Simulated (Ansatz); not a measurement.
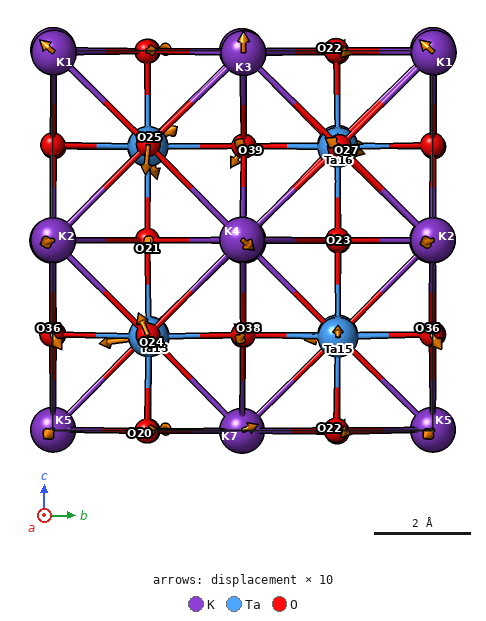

A relaxation of a defect cell of composition K8Ta8O23 (cell charge −1). The starting structure is drawn; orange arrows show the displacements, 10 times their true length.

A ball-and-stick model of the cell of the calculation, seen along the a axis.

Method: DFT, PBEsol, PAW, plane waves (Ansatz). Settings: plane-wave cutoff 420 eV; k-point mesh 1 × 1 × 1; mesh shifted by (0.25, 0.25, 0.25); collinear spin; atoms relaxed in a fixed cell; force threshold 0.03 eV/Å; at most 80 steps.

**Describe the change and its energy.**

The atom that moves furthest is a Ta atom (0.12 Å roughly along [−1 −2 0]). By element the largest moves are Ta 0.12 Å, O 0.10 Å, K 0.05 Å. The cell doesn't change. Near-neighbour distances that change, for instance: K–Ta 3.427 → 3.577 Å, K–O 2.810 → 2.948 Å, K–Ta 3.445 → 3.575 Å, K–O 2.836 → 2.732 Å. Bond angles that change, for instance: O–Ta–O 88.9° → 97.3°, Ta–O–Ta 179.2° → 172.4°, O–Ta–O 90.5° → 96.2°. The energy falls by 0.360 eV per cell of the calculation in 9 geometry steps. The largest force component goes from 0.94 to 0.017 eV/Å.

Limits of the set-up: the periodic images lie only 8.0 Å apart, so the values are limited by the cell's size; the cell is charged, on a uniform background, and energies carry no finite-size correction.
